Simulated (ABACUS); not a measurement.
**Single-point calculation at one volume of an equation of state, with input and output: MgO (part 2 of 2)**

The same run, continued: MgO (Fm-3m, 2 atoms in the cell); Kohn-Sham DFT of a periodic cell, revPBE, GBRV ultrasoft 1.5 PBE, no spin polarisation (ABACUS 3.10.1); cutoff 544.23 eV, 9×9×9 k-mesh, fermi-dirac of 0.05 eV. The structure derives from a Materials Project entry. It belongs to a series of runs on one base structure; here: volume scaled by 0.94.

Geometry of the input (Å; fractional positions):
```
-2.0542  0.0000  2.0542
0.0000  2.0542  2.0542
-2.0542  2.0542  0.0000
Mg 0.0000  0.0000  0.0000
O  0.5000  0.5000  0.5000
```

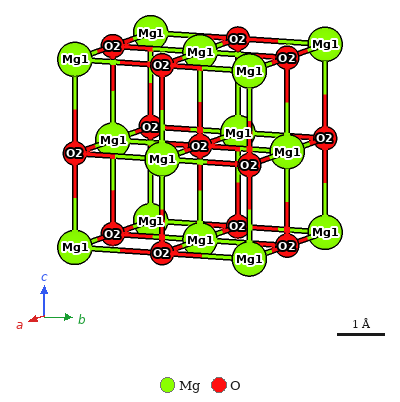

Fig. 1: The input geometry (ball-and-stick view of the cell 4 times as large as that of the calculation, set on its symmetry axes, seen slightly off an axis; atoms are numbered from 1 in the order of the input).

**Output, continued**
```
 Make real space PAO into reciprocal space.
       max mesh points in Pseudopotential = 713
     dq(describe PAO in reciprocal space) = 0.01
                                    max q = 763

 number of pseudo atomic orbitals for Mg is 3
WARNING: norm of atomic wavefunction # 3 of atomic type Mg is 0.999933, renormalized

 number of pseudo atomic orbitals for O is 2

 -------------------------------------------
 SELF-CONSISTENT
 -------------------------------------------
                                 init_chg = atomic

 PW ALGORITHM --------------- ION=   1  ELEC=   1--------------------------------

 Density error is 0.391746860589
                          Error Threshold = 0.01
----------------------------------------------------------
     Energy           Rydberg                 eV
----------------------------------------------------------
 E_KohnSham     -157.8010776975      -2146.9938072269
 E_Harris       -159.1899968336      -2165.8910215394
 E_Fermi        0.8847897233         12.0381817682
----------------------------------------------------------

 PW ALGORITHM --------------- ION=   1  ELEC=   2--------------------------------

 Density error is 0.189463968348
                          Error Threshold = 0.00244841787868
----------------------------------------------------------
     Energy           Rydberg                 eV
----------------------------------------------------------
 E_KohnSham     -157.9092785906      -2148.4659559013
 E_Harris       -159.0689181578      -2164.2436616420
 E_Fermi        0.8982567021         12.2214094159
----------------------------------------------------------

 PW ALGORITHM --------------- ION=   1  ELEC=   3--------------------------------

 Density error is 0.00260722021582
                          Error Threshold = 0.00118414980217
----------------------------------------------------------
     Energy           Rydberg                 eV
----------------------------------------------------------
 E_KohnSham     -157.9459816962      -2148.9653272720
 E_Harris       -157.9750672513      -2149.3610565503
 E_Fermi        0.8673255340         11.8005692832
----------------------------------------------------------

 PW ALGORITHM --------------- ION=   1  ELEC=   4--------------------------------

 Density error is 7.08010810716e-05
                          Error Threshold = 1.62951263488e-05
----------------------------------------------------------
     Energy           Rydberg                 eV
----------------------------------------------------------
 E_KohnSham     -157.9462265385      -2148.9686585228
 E_Harris       -157.9797534011      -2149.4248148900
 E_Fermi        0.8701055433         11.8383932501
----------------------------------------------------------

 PW ALGORITHM --------------- ION=   1  ELEC=   5--------------------------------

 Density error is 1.06636229914e-06
                          Error Threshold = 4.42506756698e-07
----------------------------------------------------------
     Energy           Rydberg                 eV
----------------------------------------------------------
 E_KohnSham     -157.9462343450      -2148.9687647359
 E_Harris       -157.9458754617      -2148.9638818777
 E_Fermi        0.8700628088         11.8378118169
----------------------------------------------------------

 PW ALGORITHM --------------- ION=   1  ELEC=   6--------------------------------

 Density error is 5.91848529799e-08
                          Error Threshold = 6.66476436964e-09
----------------------------------------------------------
     Energy           Rydberg                 eV
----------------------------------------------------------
 E_KohnSham     -157.9462347196      -2148.9687698326
 E_Harris       -157.9467269255      -2148.9754666370
 E_Fermi        0.8702276404         11.8400544667
----------------------------------------------------------

 PW ALGORITHM --------------- ION=   1  ELEC=   7--------------------------------

 Density error is 7.56576807821e-09
                          Error Threshold = 3.69905331124e-10
----------------------------------------------------------
     Energy           Rydberg                 eV
----------------------------------------------------------
 E_KohnSham     -157.9462347333      -2148.9687700184
 E_KS(sigma->0) -157.9462347333      -2148.9687700184
 E_Harris       -157.9457449274      -2148.9621058669
 E_band         -20.6428532962       -280.8604278063
 E_one_elec     -83.2970085212       -1133.3139422432
 E_Hartree      47.1945191675        642.1143750487
 E_xc           -24.6856039514       -335.8648723106
 E_Ewald        -97.1581414282       -1321.9043305134
 E_entropy(-TS) 0.0000000000         0.0000000000
 E_descf        0.0000000000         0.0000000000
 E_exx          0.0000000000         0.0000000000
 E_Fermi        0.8702327017         11.8401233293
----------------------------------------------------------

 charge density convergence is achieved
 final etot is -2148.96877 eV
 EFERMI = 11.840123329 eV

 STATE ENERGY(eV) AND OCCUPATIONS    NSPIN == 1
 1/9 kpoint (Cartesian) = 0.0000 0.0000 0.0000 (531 pws)
       1       -63.2691     0.00274348
       2       -29.9918     0.00274348
       3       -29.9918     0.00274348
       4       -29.9918     0.00274348
       5       -8.74979     0.00274348
       6        8.85992     0.00274348
       7        8.85992     0.00274348
       8        8.85992     0.00274348
       9        14.5173    1.53128e-26
      10        25.2418        0.00000
      11        25.2418        0.00000
      12        25.2418        0.00000

 2/9 kpoint (Cartesian) = -0.11111 0.11111 0.11111 (522 pws)
       1       -63.2677      0.0219479
       2       -30.0055      0.0219479
       3       -29.9931      0.0219479
       4       -29.9931      0.0219479
       5       -8.59816      0.0219479
       6        8.07422      0.0219479
       7        8.76707      0.0219479
       8        8.76707      0.0219479
       9        15.2462    5.70788e-32
      10        23.7565        0.00000
      11        25.5677        0.00000
      12        25.5677        0.00000

 3/9 kpoint (Cartesian) = -0.22222 0.22222 0.22222 (504 pws)
       1       -63.2640      0.0219479
       2       -30.0396      0.0219479
       3       -29.9963      0.0219479
       4       -29.9963      0.0219479
       5       -8.18953      0.0219479
       6        6.50139      0.0219479
       7        8.54121      0.0219479
       8        8.54121      0.0219479
       9        16.5368    3.51817e-43
      10        22.2377        0.00000
      11        26.2033        0.00000
      12        26.2033        0.00000

 4/9 kpoint (Cartesian) = -0.33333 0.33333 0.33333 (492 pws)
       1       -63.2598      0.0219479
       2       -30.0781      0.0219479
       3       -29.9999      0.0219479
       4       -29.9999      0.0219479
       5       -7.67082      0.0219479
       6        5.00210      0.0219479
       7        8.29863      0.0219479
       8        8.29863      0.0219479
       9        17.2776    1.29339e-49
      10        21.9529        0.00000
      11        26.3496        0.00000
      12        26.3496        0.00000

 5/9 kpoint (Cartesian) = -0.44444 0.44444 0.44444 (489 pws)
       1       -63.2571      0.0219479
       2       -30.1030      0.0219479
       3       -30.0022      0.0219479
       4       -30.0022      0.0219479
       5       -7.29061      0.0219479
       6        4.08550      0.0219479
       7        8.14748      0.0219479
       8        8.14748      0.0219479
       9        17.3841    1.53687e-50
      10        22.3651        0.00000
      11        26.1869        0.00000
      12        26.1869        0.00000

 6/9 kpoint (Cartesian) = 0.0000 0.0000 0.22222 (516 pws)
       1       -63.2672      0.0164609
       2       -30.0045      0.0164609
       3       -29.9962      0.0164609
       4       -29.9962      0.0164609
       5       -8.55008      0.0164609
       6        7.99963      0.0164609
       7        8.65896      0.0164609
       8        8.65896      0.0164609
       9        15.4879    3.40602e-34
      10        23.2548        0.00000
      11        25.7484        0.00000
      12        25.7484        0.00000

[... levels at 3 further k points ...]

------------------------------------------------------------------------------------------
 TOTAL-FORCE (eV/Angstrom)
------------------------------------------------------------------------------------------
                       Mg1         0.0000000000         0.0000000000         0.0000000000
                        O1         0.0000000000         0.0000000000         0.0000000000
------------------------------------------------------------------------------------------

----------------------------------------------------------------
 TOTAL-STRESS (KBAR)
----------------------------------------------------------------
       235.6404968979         0.0000000000         0.0000000000
         0.0000000000       235.6404968979         0.0000000000
         0.0000000000         0.0000000000       235.6404968979
----------------------------------------------------------------
 TOTAL-PRESSURE: 235.640497 KBAR

 --------------------------------------------
 !FINAL_ETOT_IS -2148.9687700184190362 eV
 --------------------------------------------
```

**Standard output**
```
ABACUS v3.10.1

               Atomic-orbital Based Ab-initio Computation at UStc

 dft_functional readin is: revpbe
 dft_functional in pseudopot file is: PBE
 Please make sure this is what you need
 dft_functional readin is: revpbe
 dft_functional in pseudopot file is: PBE
 Please make sure this is what you need

%%%%%%%%%%%%%%%%%%%%%%%%%%%%%%%%%%%%%%%%%%%%%%%%%%%%%%%%%%%%%%%%%%%%%%%%%%%%%%%%%%%%%%%%%%%%%%%%%%%%%%%%%
 Warning: the number of valence electrons in pseudopotential > 2 for Mg: [Ne] 3s2
 Pseudopotentials with additional electrons can yield (more) accurate outcomes, but may be less efficient.
 If you're confident that your chosen pseudopotential is appropriate, you can safely ignore this warning.
%%%%%%%%%%%%%%%%%%%%%%%%%%%%%%%%%%%%%%%%%%%%%%%%%%%%%%%%%%%%%%%%%%%%%%%%%%%%%%%%%%%%%%%%%%%%%%%%%%%%%%%%%

 UNIFORM GRID DIM        : 24 * 24 * 24
 UNIFORM GRID DIM(BIG)   : 32 * 32 * 32
 UNIFORM GRID DIM(DENSE) : 32 * 32 * 32
 ---------------------------------------------------------
 Self-consistent calculations for electrons
 ---------------------------------------------------------
 SPIN    KPOINTS         PROCESSORS  THREADS
 1       35              4           4
 ---------------------------------------------------------
 Use plane wave basis
 ---------------------------------------------------------
 ELEMENT NATOM       XC
 Mg      1
 O       1
 ---------------------------------------------------------
 Initial plane wave basis and FFT box
 ---------------------------------------------------------
 -------------------------------------------
 SELF-CONSISTENT :
 -------------------------------------------
 START CHARGE      : atomic
 ITER       ETOT/eV          EDIFF/eV         DRHO     TIME/s
 DA1     -2.14699381e+03   0.00000000e+00   3.9175e-01   0.23
 DA2     -2.14846596e+03  -1.47214867e+00   1.8946e-01   0.21
 DA3     -2.14896533e+03  -4.99371371e-01   2.6072e-03   0.21
 DA4     -2.14896866e+03  -3.33125082e-03   7.0801e-05   0.21
 DA5     -2.14896876e+03  -1.06213117e-04   1.0664e-06   0.21
 DA6     -2.14896877e+03  -5.09669339e-06   5.9185e-08   0.24
 DA7     -2.14896877e+03  -1.85809162e-07   7.5658e-09   0.23
----------------------------------------------------------------
 TOTAL-STRESS (KBAR)
----------------------------------------------------------------
       235.6404968979         0.0000000000         0.0000000000
         0.0000000000       235.6404968979         0.0000000000
         0.0000000000         0.0000000000       235.6404968979
----------------------------------------------------------------
 TOTAL-PRESSURE: 235.640497 KBAR
```
